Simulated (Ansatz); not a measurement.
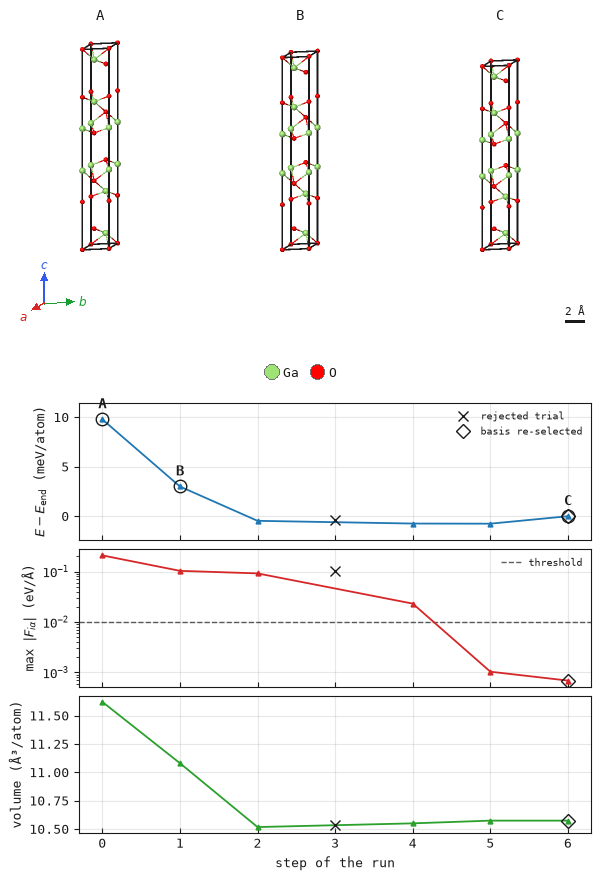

Frames of a relaxation of crystalline Ga2O3 (built on the Sb2Te3-166 type type), marked on the history of the run. A ball-and-stick model of the conventional cell (3 times the calculation's cell), seen slightly off an axis. Lengths and directions refer to the drawn axes.

Level of theory: Ansatz 0.2.0, DFT, r2SCAN+rVV10, plane waves, PAW. Set-up: plane-wave cutoff 500 eV; k-point mesh 8 × 8 × 8; occupations fermi dirac; smearing width 0.03 eV; no spin polarisation; cell and atoms relaxed; force threshold 0.01 eV/Å; at most 120 steps.

Question: What happens along the run?

Answer: The largest moves relative to the cell, 0.16 Å, are those of O atoms. By element the largest moves are O 0.16 Å, Ga 0.12 Å. The volume changes by −9.0 %, with a = b 2.988 → 2.980 Å (−0.3 %), c 22.544 → 20.624 Å (−8.5 %). Near-neighbour distances that change, for instance: Ga–O 1.876 → 1.867 Å, Ga–O 2.219 → 2.213 Å. The space group stays R-3m (No. 166). Over 4 accepted moves (6 points after the start) the energy falls by 9.8 meV per atom. Largest force component: 0.21 eV/Å at the start, 0.00069 eV/Å at the end. The pressure goes from −2.64 to 0.00 GPa. The line search rejected the trial step at point 3 of the run. At 1 point the geometry stayed and the basis and grid were re-selected for the new cell (energy shift of 0.8 meV per atom at most each time). Cost: 81 s on 2 threads of Intel(R) Xeon(R) Platinum 8259CL CPU @ 2.50GHz (Skylake/Cascade Lake), with other jobs on the host, peak memory 0.7 GiB. From step 0 to 1: O atoms move most (0.09 Å), volume −4.7 %, energy −6.8 meV per atom. From step 1 to 6: O atoms move most (0.08 Å), volume −4.6 %, energy −3.0 meV per atom.

| step | E − E(0), meV/atom | largest force component, eV/Å | pressure, GPa | volume, Å³/atom | note |
| --- | --- | --- | --- | --- | --- |
| 0 | 0.00 | 0.2094 | -2.64 | 11.622 |  |
| 1 | -6.78 | 0.1034 | -1.30 | 11.081 |  |
| 2 | -10.25 | 0.0920 | 0.84 | 10.518 |  |
| 3 | -10.16 | 0.1016 | -0.42 | 10.539 | rejected |
| 4 | -10.53 | 0.0232 | 0.23 | 10.551 |  |
| 5 | -10.54 | 0.0010 | -0.01 | 10.575 |  |
| 6 | -9.79 | 0.0007 | 0.00 | 10.575 | same geometry, new basis |
